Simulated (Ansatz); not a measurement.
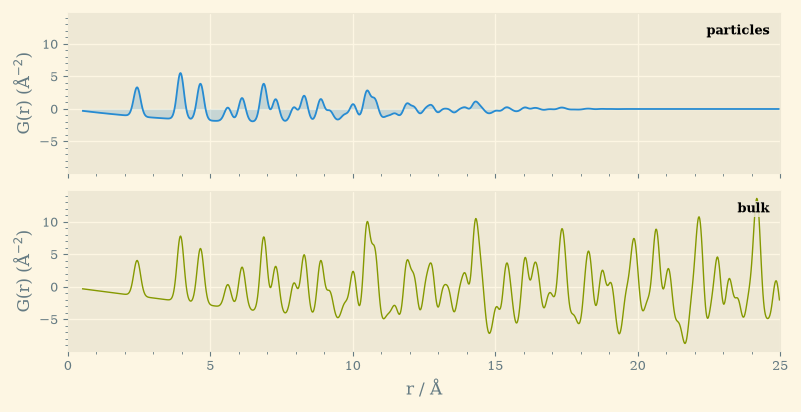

Simulated X-ray pair distribution function, G(r) = R(r)/r − 4πρ₀r, summed over the atomic distances of the structure with each pair weighted by the product of the atomic numbers (X-ray weights at Q = 0); every distance is a Gaussian of σ = 0.12 Å, for spherical particles of Mo with the bulk structure: the bulk G(r) is multiplied by the envelope of a sphere of diameter D, 1 − 3r/2D + r³/2D³, with no surface relaxation. The number density is 0.0452 atoms per Å³. It is based on the end point of a relaxation with DFT, PBEsol, plane waves (420 eV) with PAW, scalar-relativistic (Ansatz 0.2.0); the starting structure was generated, so it need not be a known form of this composition.

### How large are the particles?

About 20 Å (2.0 nm): the signal is half of the bulk amplitude at r ≈ 6.9 Å and vanishes at r = D, fading from view somewhat earlier.

### Roughly how many atoms does one particle hold?

About 190 (number density 0.0452 Å⁻³ times πD³/6).
